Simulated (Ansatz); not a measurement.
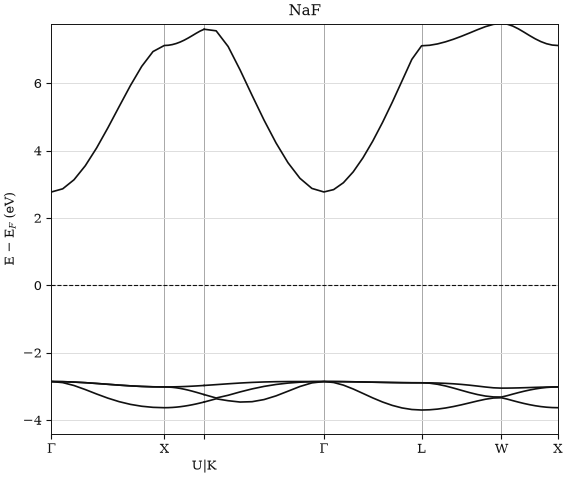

Band structure. Energies are counted from the Fermi level.

Question: What lattice type does the k path imply?

Answer: A face-centred cubic lattice: the path Γ–X–U|K–Γ–L–W–X runs through the special points of its Brillouin zone.

System: NaF, space group F-43m, 2 atoms in the cell, zincblende type.

```yaml
crystal:
  lattice:
    - [0.00000, 2.53126, 2.53126]
    - [2.53126, 0.00000, 2.53126]
    - [2.53126, 2.53126, 0.00000]
  atoms:
    - { symbol: Na, position: [0.00000, 0.00000, 0.00000] }
    - { symbol: F, position: [0.25000, 0.25000, 0.25000] }
```

Level of theory: DFT, PBE, plane waves, PAW, no spin polarisation, 8×8×8 k mesh, 420 eV cutoff; code Ansatz.

Question: What does the band structure say about the gap?

Answer: An insulator. The gap along this path is 5.63 eV and direct: both edges lie at Γ.

Question: How many bands meet at the valence-band top?

Answer: Three bands meet at the valence-band top at Γ: it is triply degenerate (spin aside).

Question: What are the direct gaps at Γ, L and X?

Answer: The direct gaps are 5.63 eV at Γ, 10.01 eV at L and 10.14 eV at X.
